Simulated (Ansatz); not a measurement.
# Calculations on Y

**1. Relaxation**

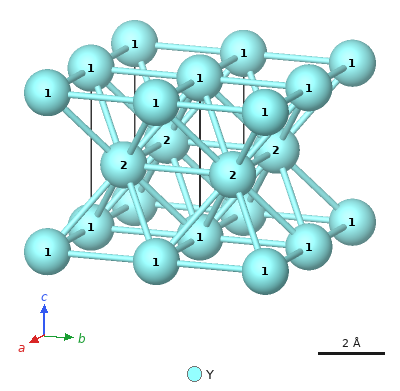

Starting structure of crystalline Y (set up in I4/mmm). The picture is a ball-and-stick view of the cell of the calculation, repeated 2 × 2 × 1 with one cell outlined, seen slightly off an axis.

Case: biaxial strain in the a-b plane of +1.0 %; c and atoms relaxed.

Level of theory: DFT PBEsol, scalar-relativistic, plane waves, PAW in Ansatz 0.2.0.

Input file:
```yaml
crystal:
  lattice:
    - [2.5133570793, 2.5133570793, 0.0]
    - [-2.5133570793, 2.5133570793, 0.0]
    - [0.0, 0.0, 4.9470830432]
  atoms:
    - { symbol: "Y", position: [0.0, 0.0, 0.0] }
    - { symbol: "Y", position: [0.5, 0.5, 0.5] }
basis:
  ecutwfc: 420
kpoints:
  mp_grid: { grid: [14, 14, 10] }
hamiltonian:
  xc: pbesol
scf:
  occupations: { method: gaussian, width: 0.1 }
output:
  forces: true
  stress: true
  eigenvalues: true
relax:
  adjacent_minimum: "off"
  f_tol: 0.008
  max_steps: 40
  cell: { stress_tol: 0.015, fix: [a, b, gamma] }
```

Command:
```bash
ansatz run input.yaml --threads 1 --pin off --max-ram 2560MiB --backend cpu --events-out ev --progress --plain --runs-dir out
```

> Predict the outcome.

Over 2 accepted moves (3 points after the start) the energy falls by 0.3 meV per cell of the calculation. All forces vanish by symmetry, so only the cell relaxes. The pressure goes from −0.59 to −0.40 GPa. The SCF was repeated once at an unchanged geometry on a basis and grid sized afresh for the cell, which shifted the energy by less than 0.05 meV per cell of the calculation at most. No atom moves by more than 0.005 Å relative to the cell. The drawn cell changes as follows: a = b unchanged at 3.554 Å, c 4.947 → 4.923 Å (−0.5 %); the volume changes by −0.5 %. Near-neighbour distances that change, for instance: Y1–Y2 3.526 → 3.518 Å. The space group stays I4/mmm (No. 139). Cost: 35 s on 1 thread of Arm Neoverse V1, on a shared host, peak memory 0.46 GiB.

**2. Relaxation**

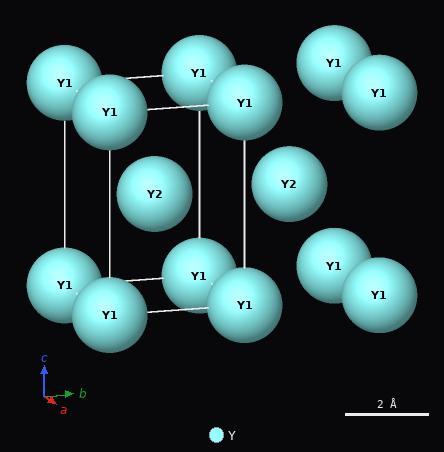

Starting structure of a crystal of Y (set up in I4/mmm). A spheres-only model of the cell of the calculation, repeated 1 × 2 × 1 with one cell outlined, seen slightly off an axis.

Case: biaxial strain in the a-b plane of -2.0 %; c and atoms relaxed.

All numbers below come from DFT PBEsol, scalar-relativistic, plane waves, PAW (Ansatz 0.2.0).

Input
```yaml
crystal:
  lattice:
    - [2.4387029086, 2.4387029086, 0.0]
    - [-2.4387029086, 2.4387029086, 0.0]
    - [0.0, 0.0, 5.036668048]
  atoms:
    - { symbol: "Y", position: [0.0, 0.0, 0.0] }
    - { symbol: "Y", position: [0.5, 0.5, 0.5] }
basis:
  ecutwfc: 420
kpoints:
  mp_grid: { grid: [14, 14, 10] }
hamiltonian:
  xc: pbesol
scf:
  occupations: { method: gaussian, width: 0.1 }
output:
  forces: true
  stress: true
  eigenvalues: true
relax:
  adjacent_minimum: "off"
  f_tol: 0.008
  max_steps: 40
  cell: { stress_tol: 0.015, fix: [a, b, gamma] }
```

Command:
```bash
ansatz run input.yaml --threads 1 --pin off --max-ram 2560MiB --backend cpu --events-out ev --progress --plain --runs-dir out
```

### Predict the outcome.

No atom moves by more than 0.005 Å relative to the cell. The drawn cell changes as follows: a = b unchanged at 3.449 Å, c 5.037 → 5.076 Å (+0.8 %); the volume changes by +0.8 %. Among the contacts that change: Y1–Y2 3.506 → 3.520 Å. The space group stays I4/mmm (No. 139). After 2 accepted moves (3 points after the start) the energy has fallen by 0.4 meV per atom. All forces vanish by symmetry, so only the cell relaxes. The pressure goes from 1.23 to 0.88 GPa. At 1 point the geometry stayed and the basis and grid were re-selected for the new cell (energy shift of less than 0.05 meV per atom at most each time). The run took 34 s on 1 thread of Arm Neoverse V1, on a shared host, peak memory 0.45 GiB.

**3. A change**

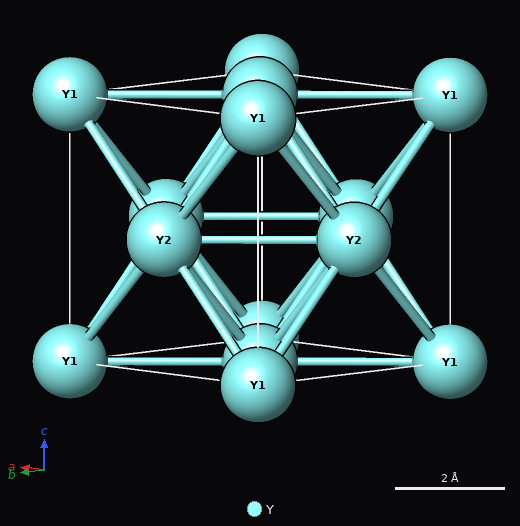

Reference structure: crystalline Y (set up in Fm-3m). A ball-and-stick model of the conventional cell (2 times the calculation's cell), seen from a free direction. Lengths and directions refer to the drawn axes.

Computed with DFT PBEsol, scalar-relativistic, plane waves, PAW (Ansatz 0.2.0). Settings: plane-wave cutoff 420 eV; k-point mesh 14 × 14 × 10; occupations gaussian; smearing width 0.1 eV; no spin polarisation.

Now this is done to it. Biaxial strain in the a–b plane, −2.0 %, is applied. The c axis and the atoms are relaxed.

The input:

The input is the one shown above.

> Predict the response.

Energy change: +4.7 meV per atom. Pressure: 0.0 GPa before, 0.9 GPa after. The principal stresses (compression positive) are 0.0 GPa along c and 1.3 GPa across it. The volume changes by −2.0 %, with a = b 4.977 → 4.877 Å (−2.0 %), c 4.977 → 5.076 Å (+2.0 %). The atoms keep their places relative to the cell (all moves are under 0.005 Å). Among the bonded contacts that change: Y–Y 3.519 → 3.449 to 3.520 Å. The space group (tolerance 0.01 Å) goes from Fm-3m (No. 225) to I4/mmm (No. 139).

The changed structure in the same view:

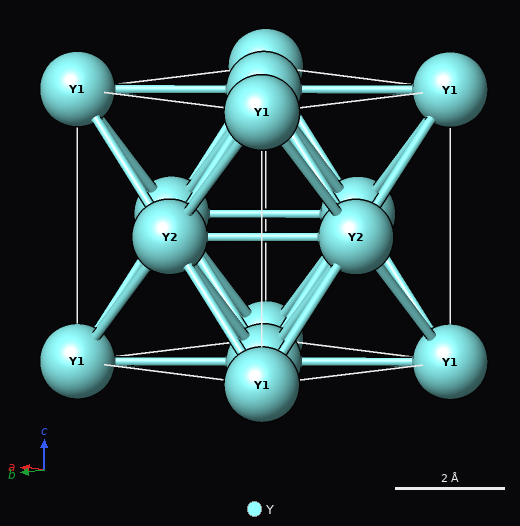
